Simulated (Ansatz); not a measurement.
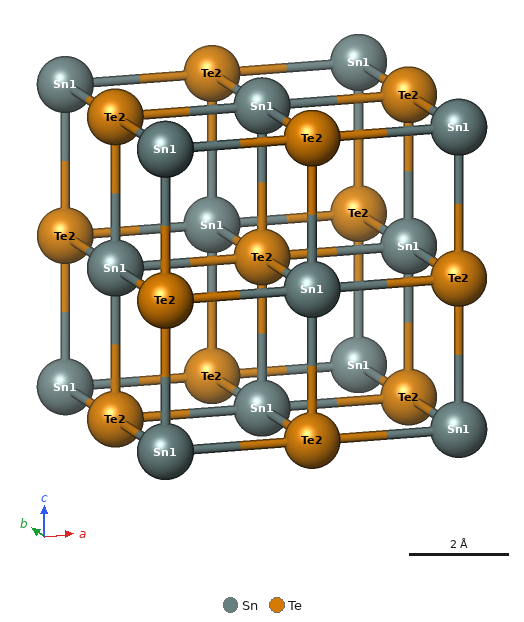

The input geometry (ball-and-stick view of the cell 4 times as large as that of the calculation, set on its symmetry axes, seen slightly off an axis; atoms are numbered from 1 in the order of the input). Near neighbours in the crystal (not all of them lie inside the picture): Sn has 6 Te at 3.15 Å; Te has 6 Sn at 3.15 Å.

# Run report: SnTe, geometry relaxation (part 1 of 2)

- system: SnTe (Fm-3m, 2 atoms in the cell)
- method: DFT PBEsol, scalar-relativistic, plane waves, PAW, no spin polarisation (Ansatz 0.2.0)

The structure derives from an entry of the Crystallography Open Database. Figures and captions count atoms from 1; the log counts them from 0 in places.

## Input
```yaml
crystal:
  lattice:
    - [0.0, 3.15085, 3.15085]
    - [3.15085, 0.0, 3.15085]
    - [3.15085, 3.15085, 0.0]
  atoms:
    - { symbol: Sn, position: [0.0, 0.0, 0.0] }
    - { symbol: Te, position: [0.5, 0.5, 0.5] }
basis:
  ecutwfc: 420
kpoints:
  mp_grid: { grid: [10, 10, 10] }
hamiltonian:
  xc: pbesol
scf:
  occupations: { method: gaussian, width: 0.01 }
output:
  forces: true
  stress: true
  eigenvalues: true
  write_density: true
  write_potential: true
  elf: true
  volumetric_format: npy
relax:
  adjacent_minimum: "off"
  f_tol: 0.005
  max_steps: 80
  cell: { stress_tol: 0.05 }
```

Machine: 2 threads of Arm Neoverse V1, 24 GiB of memory available, shared host.

Run as:
```bash
ansatz run input.yaml --threads 2 --pin off --max-ram 5120MiB --backend cpu --events-out ev --progress --plain --runs-dir out
```

## The program's output
```
Engine: ansatz 0.2.0, aarch64-unknown-linux-gnu
Pseudopotentials: kind: paw
Pseudopotential: Sn, paw, valence charge 14, recommended cutoff 420 eV (normal), Sn.paw.azcp
Pseudopotential: Te, paw, valence charge 16, recommended cutoff 420 eV (normal), Te.paw.azcp
Functional definition: PBEsol
  exchange = pbesol_x
  correlation = pbesol_c
Crystal: 2 atoms, lattice volume = 62.562 Å³
Basis set: ecut = 420 eV, 1243 PW (Γ), exchange–correlation on 60×60×60 points (8 copies of the dense FFT grid, shifted against one another)
Bands: 19, of which v1, the nominal top of the filled ones, is band 15 counted from 1 (14 counted from 0)
Symmetry: 48 space group operations
Space group: Fm-3m (ITA 225), of the structure as read, at distance tolerance 4.0e-5 Å
k-points: 47 of 1000
Non-local potential: Sn, projectors of the file, l = 0: 2, l = 1: 2, l = 2: 2, l = 3: 2
Non-local potential: Te, projectors of the file, l = 0: 2, l = 1: 2, l = 2: 2, l = 3: 2
PAW form: soft (Blöchl's): semilocal exchange-correlation on the pseudo side does not see the compensation charge
PAW frozen core: Sn, regenerated for the run's functional, and the local potential with it (the file was generated under x = pbe(κ = 0.804, μ = 0.2195149727645171), c = pbe(β = 0.06672455060314922))
PAW frozen core: Te, regenerated for the run's functional, and the local potential with it (the file was generated under x = pbe(κ = 0.804, μ = 0.2195149727645171), c = pbe(β = 0.06672455060314922))
PAW one-centre angular grid: Sn, 590 points (default); XC on 64 Gauss nodes
PAW one-centre angular grid: Te, 590 points (default); XC on 64 Gauss nodes
Initial density: superposition of atomic densities (neutral atoms: chi_scale 0, normalization atom), corrected by the library's trained network
Initial wavefunctions: pseudopotential atomic-orbital guess
Functional: x = pbesol(κ = 0.804, μ = 0.12345679012345678), c = pbesol(β = 0.046)
SCF iter   1: F=—  HF=-12851.851751 eV  |F-HF|=—  |Δ(HF+E_count)|=         —  Δρ=2.25e-3  dr2=2.48e-3  ethr=1.77e-3  ⟨swp⟩=6.6  Hψ=4837  notcnv=0
preconditioner: auto → none  [insulator: Δε(μ)=0.150 eV  Ē_g=8.639 eV  σ=0.010 eV  W_gap=1.00  n_scr=14 (ndim 8)  ℏωp=14.8 eV  f_vac=0.009  D(μ)=0.00/eV (n_scr^D=0)  ε∞_Penn≈4.0]
SCF iter   2: F=—  HF=-12851.848757 eV  |F-HF|=—  |Δ(HF+E_count)|=   2.99e-3  Δρ=8.20e-4  dr2=3.34e-4  ethr=8.27e-6  ⟨swp⟩=2.4  Hψ=1943  notcnv=0
SCF iter   3: F=—  HF=-12851.848742 eV  |F-HF|=—  |Δ(HF+E_count)|=   1.54e-5  Δρ=1.77e-4  dr2=1.86e-5  ethr=1.11e-6  ⟨swp⟩=2.0  Hψ=1786  notcnv=0
SCF iter   4: F=—  HF=-12851.848742 eV  |F-HF|=—  |Δ(HF+E_count)|=   1.41e-7  Δρ=1.09e-4  dr2=7.80e-6  ethr=6.20e-8  ⟨swp⟩=2.0  Hψ=1598  notcnv=0
SCF iter   5: F=—  HF=-12851.848737 eV  |F-HF|=—  |Δ(HF+E_count)|=   4.89e-6  Δρ=4.21e-5  dr2=1.07e-6  ethr=2.60e-8  ⟨swp⟩=2.0  Hψ=1596  notcnv=0
SCF iter   6: F=-12851.848736 eV  HF=-12851.848736 eV  |F-HF|=2.66e-8  |Δ(HF+E_count)|=   8.36e-7  Δρ=5.59e-6  dr2=1.88e-8  ethr=3.33e-10  ⟨swp⟩=7.3  Hψ=6190  notcnv=0
SCF 1 converged in 6 iterations: F = -12851.848736 eV  dr2 = 1.88e-8
  greatest PAW one-centre occupation: 0.998 electrons in one spin orbital (limit 2), on the Te atom at site 1 (counted from 0), in its partial waves of l = 2
relax step   1: F+E_penalty+E_count = -12851.84873576 eV  Δ(F+E_penalty+E_count) = +0.000e0 eV  max|allowed force component| = 1.561e-29 eV/Å  Δτ_max = 0.0000 Å  P = -0.305 GPa  Ω = 62.562 Å³  (6 SCF iters, dr2 threshold 1.00e-7 eV, accepted)
Crystal: 2 atoms, lattice volume = 62.008 Å³
Initial density: handed on by an earlier stage of this run
Initial wavefunctions: those handed on with the density
iter 1 solved again at ethr=5.37e-7 eV; its pass at ethr=3.10e-3 eV (dr2=1.61e-4 eV) is discarded
SCF iter   1: F=—  HF=-12851.849199 eV  |F-HF|=—  |Δ(HF+E_count)|=         —  Δρ=2.44e-4  dr2=7.78e-5  ethr=5.37e-7  ⟨swp⟩=3.0  Hψ=5839  notcnv=0
preconditioner: auto → none  [insulator: Δε(μ)=0.168 eV  Ē_g=8.686 eV  σ=0.010 eV  W_gap=1.00  n_scr=14 (ndim 8)  ℏωp=14.9 eV  f_vac=0.004  D(μ)=0.00/eV (n_scr^D=0)  ε∞_Penn≈3.9]
SCF iter   2: F=—  HF=-12851.849181 eV  |F-HF|=—  |Δ(HF+E_count)|=   1.85e-5  Δρ=1.15e-4  dr2=1.58e-5  ethr=2.59e-7  ⟨swp⟩=1.3  Hψ=907  notcnv=0
iter 3 did not close the SCF: its close was put off for the readings that it lacked (scf_convergence_deferred on its scf_iter line)
SCF iter   3: F=-12851.849178 eV  HF=-12851.849178 eV  |F-HF|=2.77e-8  |Δ(HF+E_count)|=   2.79e-6  Δρ=1.12e-5  dr2=3.70e-8  ethr=5.27e-8  ⟨swp⟩=2.0  Hψ=1071  notcnv=0
iter 4 did not close the SCF: its close was put off for the readings that it lacked (scf_convergence_deferred on its scf_iter line)
SCF iter   4: F=-12851.849178 eV  HF=-12851.849178 eV  |F-HF|=1.70e-9  |Δ(HF+E_count)|=   7.01e-8  Δρ=2.84e-6  dr2=1.98e-9  ethr=1.23e-10  ⟨swp⟩=2.1  Hψ=1492  notcnv=0
iter 5 did not close the SCF: its close was put off for the readings that it lacked (scf_convergence_deferred on its scf_iter line)
SCF iter   5: F=-12851.849178 eV  HF=-12851.849178 eV  |F-HF|=1.71e-10  |Δ(HF+E_count)|=   2.15e-9  Δρ=5.31e-7  dr2=2.16e-10  ethr=6.61e-12  ⟨swp⟩=2.1  Hψ=1594  notcnv=0
SCF iter   6: F=-12851.849178 eV  HF=-12851.849178 eV  |F-HF|=0.00e0  |Δ(HF+E_count)|=  6.18e-11  Δρ=1.03e-7  dr2=3.85e-12  ethr=1.00e-12  ⟨swp⟩=5.0  Hψ=4800  notcnv=0
SCF 2 converged in 6 iterations: F = -12851.849178 eV  dr2 = 3.85e-12
relax step   2: F+E_penalty+E_count = -12851.84917822 eV  Δ(F+E_penalty+E_count) = -4.425e-4 eV  max|allowed force component| = 6.705e-30 eV/Å  Δτ_max = 0.0000 Å  P = +0.113 GPa  Ω = 62.008 Å³  energy of the carried Pulay correction = +1.042e-4 eV  (6 SCF iters, dr2 threshold 2.00e-7 eV, accepted)
Crystal: 2 atoms, lattice volume = 62.157 Å³
iter 1 solved again at ethr=3.71e-8 eV; its pass at ethr=3.10e-3 eV (dr2=1.11e-5 eV) is discarded
SCF iter   1: F=—  HF=-12851.849204 eV  |F-HF|=—  |Δ(HF+E_count)|=         —  Δρ=6.56e-5  dr2=5.64e-6  ethr=3.71e-8  ⟨swp⟩=3.0  Hψ=5745  notcnv=0
preconditioner: auto → none  [insulator: Δε(μ)=0.160 eV  Ē_g=8.676 eV  σ=0.010 eV  W_gap=1.00  n_scr=14 (ndim 8)  ℏωp=14.9 eV  f_vac=0.005  D(μ)=0.00/eV (n_scr^D=0)  ε∞_Penn≈3.9]
SCF iter   2: F=—  HF=-12851.849202 eV  |F-HF|=—  |Δ(HF+E_count)|=   2.48e-6  Δρ=3.09e-5  dr2=1.14e-6  ethr=1.88e-8  ⟨swp⟩=1.3  Hψ=907  notcnv=0
iter 3 did not close the SCF: its close was put off for the readings that it lacked (scf_convergence_deferred on its scf_iter line)
SCF iter   3: F=-12851.849202 eV  HF=-12851.849202 eV  |F-HF|=2.18e-9  |Δ(HF+E_count)|=   2.03e-7  Δρ=3.01e-6  dr2=2.53e-9  ethr=3.81e-9  ⟨swp⟩=2.0  Hψ=1081  notcnv=0
iter 4 did not close the SCF: its close was put off for the readings that it lacked (scf_convergence_deferred on its scf_iter line)
SCF iter   4: F=-12851.849202 eV  HF=-12851.849202 eV  |F-HF|=1.40e-10  |Δ(HF+E_count)|=   4.28e-9  Δρ=7.40e-7  dr2=1.31e-10  ethr=8.43e-12  ⟨swp⟩=2.1  Hψ=1527  notcnv=0
iter 5 did not close the SCF: its close was put off for the readings that it lacked (scf_convergence_deferred on its scf_iter line)
SCF iter   5: F=-12851.849202 eV  HF=-12851.849202 eV  |F-HF|=1.46e-11  |Δ(HF+E_count)|=  1.64e-10  Δρ=1.24e-7  dr2=1.34e-11  ethr=1.00e-12  ⟨swp⟩=2.9  Hψ=1568  notcnv=0
SCF iter   6: F=-12851.849202 eV  HF=-12851.849202 eV  |F-HF|=3.64e-12  |Δ(HF+E_count)|=    0.00e0  Δρ=2.50e-8  dr2=2.17e-13  ethr=1.00e-12  ⟨swp⟩=5.2  Hψ=4055  notcnv=0
SCF 3 converged in 6 iterations: F = -12851.849202 eV  dr2 = 2.17e-13
relax step   3: F+E_penalty+E_count = -12851.84920178 eV  Δ(F+E_penalty+E_count) = -2.356e-5 eV  max|allowed force component| = 8.677e-30 eV/Å  Δτ_max = 0.0000 Å  P = -0.001 GPa  Ω = 62.157 Å³  energy of the carried Pulay correction = +7.614e-5 eV  (6 SCF iters, accepted)
Initial wavefunctions: pseudopotential atomic-orbital guess (no wavefunctions were taken with the density)
iter 1 solved again at ethr=1.35e-7 eV; its pass at ethr=3.10e-3 eV (dr2=4.04e-5 eV) is discarded
SCF iter   1: F=—  HF=-12851.849122 eV  |F-HF|=—  |Δ(HF+E_count)|=         —  Δρ=6.73e-6  dr2=4.09e-9  ethr=1.35e-7  ⟨swp⟩=3.3  Hψ=7327  notcnv=0
eigensolver tolerance schedule: the retry pair's looser diagonalisation over-reported the residual by 9869.81 of it (diagonalisation noise at 0.75 of the residual, at the tolerance the schedule requests for it); recorded, not acted on — ethr = c·dr2/N_el stays at c = 1.0e-1
SCF iter   2: F=—  HF=-12851.849120 eV  |F-HF|=—  |Δ(HF+E_count)|=   2.33e-6  Δρ=3.16e-6  dr2=9.13e-10  ethr=1.36e-11  ⟨swp⟩=3.4  Hψ=2048  notcnv=0
SCF iter   3: F=—  HF=-12851.849120 eV  |F-HF|=—  |Δ(HF+E_count)|=   1.42e-9  Δρ=4.17e-7  dr2=2.25e-11  ethr=3.04e-12  ⟨swp⟩=2.0  Hψ=1598  notcnv=0
iter 4 did not close the SCF: its close was put off for the readings that it lacked (scf_convergence_deferred on its scf_iter line)
SCF iter   4: F=-12851.849120 eV  HF=-12851.849120 eV  |F-HF|=3.64e-12  |Δ(HF+E_count)|=  4.00e-11  Δρ=9.26e-8  dr2=1.79e-12  ethr=1.00e-12  ⟨swp⟩=1.0  Hψ=893  notcnv=0
iter 5 did not close the SCF: its close was put off for the readings that it lacked (scf_convergence_deferred on its scf_iter line)
SCF iter   5: F=-12851.849120 eV  HF=-12851.849120 eV  |F-HF|=3.64e-12  |Δ(HF+E_count)|=    0.00e0  Δρ=1.10e-8  dr2=2.73e-14  ethr=1.00e-12  ⟨swp⟩=1.0  Hψ=893  notcnv=0
iter 6 did not close the SCF: its close was put off for the readings that it lacked (scf_convergence_deferred on its scf_iter line)
SCF iter   6: F=-12851.849120 eV  HF=-12851.849120 eV  |F-HF|=3.64e-12  |Δ(HF+E_count)|=  3.64e-12  Δρ=1.20e-9  dr2=1.11e-15  ethr=1.00e-12  ⟨swp⟩=1.0  Hψ=893  notcnv=0
iter 7 did not close the SCF: its close was put off for the readings that it lacked (scf_convergence_deferred on its scf_iter line)
SCF iter   7: F=-12851.849120 eV  HF=-12851.849120 eV  |F-HF|=0.00e0  |Δ(HF+E_count)|=  5.46e-12  Δρ=2.99e-10  dr2=3.74e-17  ethr=1.00e-12  ⟨swp⟩=1.0  Hψ=893  notcnv=0
SCF iter   8: F=-12851.849120 eV  HF=-12851.849120 eV  |F-HF|=1.82e-12  |Δ(HF+E_count)|=  1.82e-12  Δρ=4.88e-11  dr2=1.19e-18  ethr=1.00e-12  ⟨swp⟩=2.5  Hψ=2481  notcnv=0
SCF 4 converged in 8 iterations: F = -12851.849120 eV  dr2 = 1.19e-18
relax step   4: F+E_penalty+E_count = -12851.84911971 eV  Δ(F+E_penalty+E_count) = +8.207e-5 eV  max|allowed force component| = 1.157e-29 eV/Å  Δτ_max = 0.0000 Å  P = -0.001 GPa  Ω = 62.157 Å³  stress off target by 1.20e-3 GPa  SCF on the basis re-selected at this cell (its energy is not comparable with the rows above)  (8 SCF iters)
```

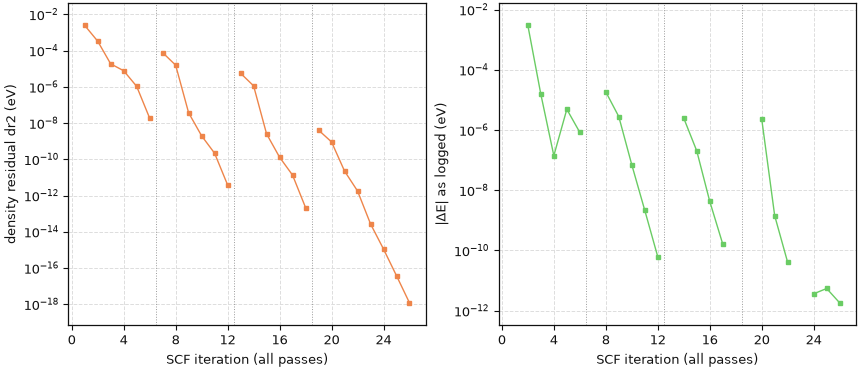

Convergence of the self-consistent field: density residual dr2 and size of the energy change against the SCF iteration. The dotted lines part the SCF passes of the relaxation: geometry steps, rejected trials and re-solves on a re-selected basis. The passes take 6, 6, 6 and 8 iterations.
